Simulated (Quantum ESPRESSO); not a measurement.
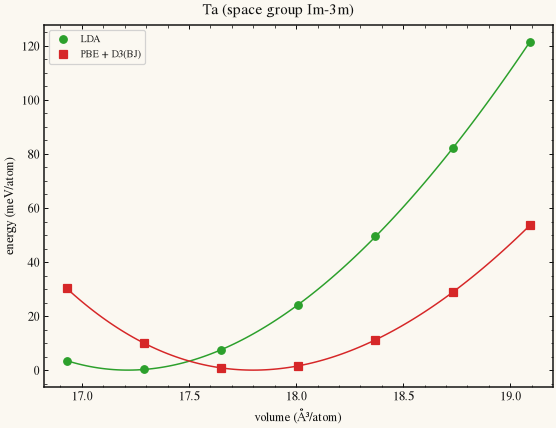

Plotted: energy against volume, with one curve for each functional, for Ta (space group Im-3m).

Method: plane-wave DFT, no spin polarisation; energies at scaled volumes of the given cell, shape and fractions fixed, counted from the fit's minimum, third-order Birch-Murnaghan fit (Quantum ESPRESSO 7.5). All runs: no spin polarisation.

k mesh 11×11×11; occupations Fermi–Dirac; smearing width 0.05 eV.

Settings that differ: LDA: density cutoff 4900 eV, wave cutoff 612 eV, potentials GBRV-1.5-LDA; PBE + D3(BJ): density cutoff 3160 eV, wave cutoff 789 eV, potentials PseudoDojo-0.4.1-SR-PBE-standard.

The numbers behind the figure:

LDA:
```tsv
volume (Å³/atom)	energy (meV/atom)
16.93	3
17.29	0
17.65	8
18.01	24
18.37	49
18.73	82
19.09	121
```

PBE + D3(BJ):
```tsv
volume (Å³/atom)	energy (meV/atom)
16.93	30.23
17.29	9.96
17.65	0.83
18.01	1.62
18.37	11.22
18.73	28.82
19.09	53.60
```
